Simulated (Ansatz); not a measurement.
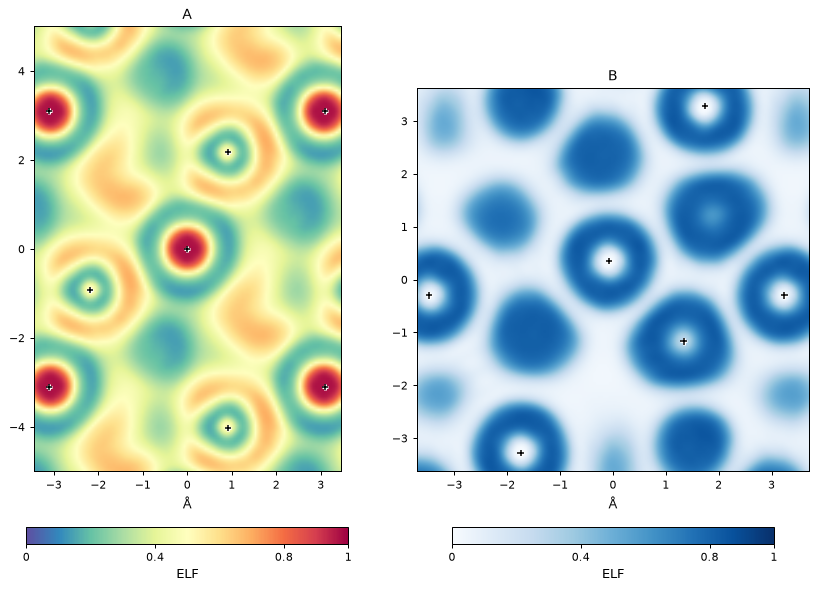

The electron localisation function of 2 systems, each on a plane through atoms (crosses mark nuclei in the plane).

Theory: DFT PBEsol, scalar-relativistic, plane waves, PAW (Ansatz 0.2.0).

System 1: CoSi, the (101) plane of the conventional cell. Space group R3; not relaxed (largest force 1.5 eV/Å); computed without spin polarisation.

```
CELL_PARAMETERS angstrom
4.38583 -4.38583 0.00000
0.00000 4.38583 -4.38583
4.38583 4.38583 4.38583
ATOMIC_POSITIONS crystal
Co 0.00000 0.00000 0.13248
Co 0.66667 0.33333 0.46581
Co 0.33333 0.66667 0.79915
Co 0.06078 0.63060 0.28871
Co 0.72745 0.96393 0.62204
Co 0.39412 0.29726 0.95538
Co 0.36940 0.43019 0.28871
Co 0.03607 0.76352 0.62204
Co 0.70274 0.09685 0.95538
Co 0.56981 0.93922 0.28871
Co 0.23648 0.27255 0.62204
Co 0.90315 0.60588 0.95538
Si 0.66667 0.33333 0.17231
Si 0.33333 0.66667 0.50564
Si 0.00000 0.00000 0.83898
Si 0.59946 0.70551 0.05464
Si 0.26612 0.03884 0.38798
Si 0.93279 0.37218 0.72131
Si 0.29449 0.89395 0.05464
Si 0.96116 0.22728 0.38798
Si 0.62782 0.56061 0.72131
Si 0.10605 0.40054 0.05464
Si 0.77272 0.73388 0.38798
Si 0.43939 0.06721 0.72131
```

System 2: Zr8O17 (cell charge −1, with a compensating background) (cell with a defect), the (001) plane of the calculation cell. Spin-polarised.

```xyz
25
Lattice="4.2512 0.0000 5.2149 -5.1282 5.2113 0.0074 -5.1282 -5.2113 0.0074" Properties=species:S:1:pos:R:3 pbc="T T T"
Zr    2.9810   -0.3152    4.0576
Zr   -1.9405   -0.1358    4.0563
Zr   -6.7602   -2.3149    1.4138
Zr   -1.6975   -2.4525    1.5114
Zr   -4.3704    2.2988    3.7964
Zr   -4.3029   -2.7724    3.6906
Zr   -3.8549    0.2986    1.1374
Zr   -9.1920    0.1172    1.1531
O    -5.5793    0.7863    4.4857
O    -0.4877    1.2567    4.6688
O    -5.1711    1.6037    1.9851
O    -4.9358   -3.2546    1.6473
O    -2.2658    1.3002    0.1290
O    -7.5059    1.3152    0.1533
O    -3.2209    3.8540    2.4635
O    -3.1745   -1.2232    2.4572
O    -2.7851    1.3393    2.7414
O    -2.8321   -4.0073    2.7458
O     1.3937   -1.3143    5.0678
O    -3.6247   -1.3296    5.0580
O    -5.9595   -1.6202    3.2220
O    -1.0669   -1.9733    3.5543
O    -5.5510   -0.8038    0.7245
O    -5.5061    3.9239    0.5236
O    -0.4494   -0.0093    2.5840
```

Question: Which map belongs to which system?

Answer: Panel A is system 1, CoSi: the plane holds Co and Si. Co–Si (2.36 Å): the ELF peaks at about 0.65 in the valence shell of Si, 0.9 Å from its nucleus, and is about 0.45 at the midpoint. Panel B is system 2, Zr8O17: the plane holds Zr and O. Zr–O (2.07 Å): the ELF peaks at about 0.85 in the valence shell of O, 0.6 Å from its nucleus, and drops to about 0.25 between the two atoms: no shared electron pair shows on this line.
